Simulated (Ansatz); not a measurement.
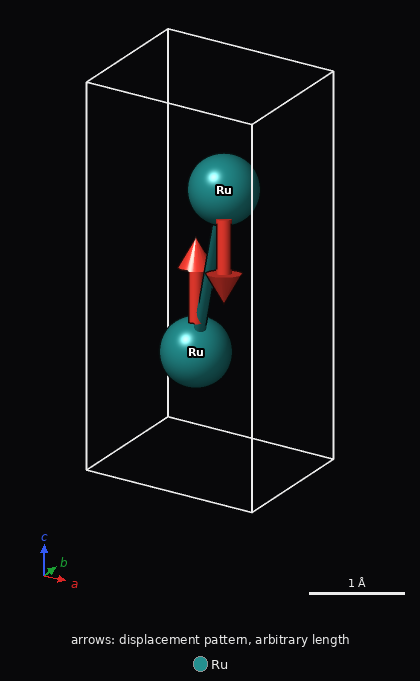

Normal modes of crystalline Ru relaxed at 11 GPa, space group P6₃/mmc (No. 194), at the zone centre. The optical levels lie at 212 (×2), 290 cm⁻¹. One mode is drawn. The red arrows are the displacements of the atoms (eigenvector over the root of the mass), of arbitrary overall length and sign. A ball-and-stick model of the cell of the calculation, seen slightly off an axis.

These are results of DFT LDA, scalar-relativistic, plane waves, PAW (Ansatz), not measurements. Set-up: plane-wave cutoff 420 eV; k-point mesh 18 × 18 × 10; occupations fermi dirac; smearing width 0.15 eV; target pressure 11 GPa; no spin polarisation.

The frequencies depend somewhat on the k-mesh and the smearing.

> Which of these frequencies is the drawn mode's?

The level at 290 cm⁻¹. This is the B₁g mode, the highest optical level, silent by symmetry (neither infrared- nor Raman-active). All motion is along c; atoms of one kind move against one another, with no net shift of their sublattice.
